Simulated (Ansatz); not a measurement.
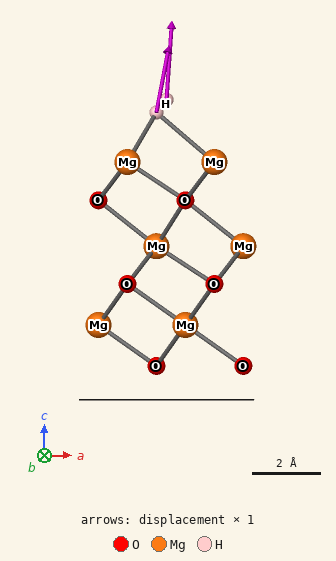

This is a constrained relaxation of a slab of composition Mg6HO6 (cut from the Fm-3m phase). The starting structure is drawn; purple arrows show the displacements, at their true length.

A ball-and-stick model of the cell of the calculation, outlined in the plane, without the vacuum (origin shifted), seen along the b axis.

Case: 1 H2 a cell, tilted, over a hollow Mg-Mg-Mg site. The slab is the (1 1 1) face of MgO with H2 on it. 12 atoms are held fixed.

The calculation used Ansatz 0.2.0, DFT PBE+D3(BJ), scalar-relativistic, plane waves, PAW. Set-up: plane-wave cutoff 420 eV; k-point mesh 3 × 3 × 1; occupations gaussian; smearing width 0.05 eV; no spin polarisation; dipole correction; atoms relaxed in a fixed cell; force threshold 0.04 eV/Å; at most 100 steps.

Which element moves most?

Answer. Hydrogen: up to 2.37 Å, against 0.01 Å for magnesium.

What happened in the run?

Answer. After 20 accepted moves (24 points after the start) the energy has fallen by 0.671 eV per cell of the calculation. The largest force component goes from 1.4 to 0.0098 eV/Å. The line search rejected the trial step at point 16 of the run. 3 steps only repeated the SCF at the same geometry. The forces were under the threshold at step 14, but the run went on from there. The atom that moves furthest is an H atom (2.37 Å at 8° to the normal (+c side)). By element the largest moves are H 2.37 Å, Mg 0.01 Å. O stays in place. The lattice vectors keep their values. Some distances before and after: H–Mg 2.261 → 4.279 Å, H–Mg 2.261 → 3.782 Å. Cost: 8.6 min on 4 threads of Arm Neoverse V1 (shared host), peak memory 2 GiB.

Limits of the set-up: the periodic images lie only 6.0 Å apart, so the values are limited by the cell's size.
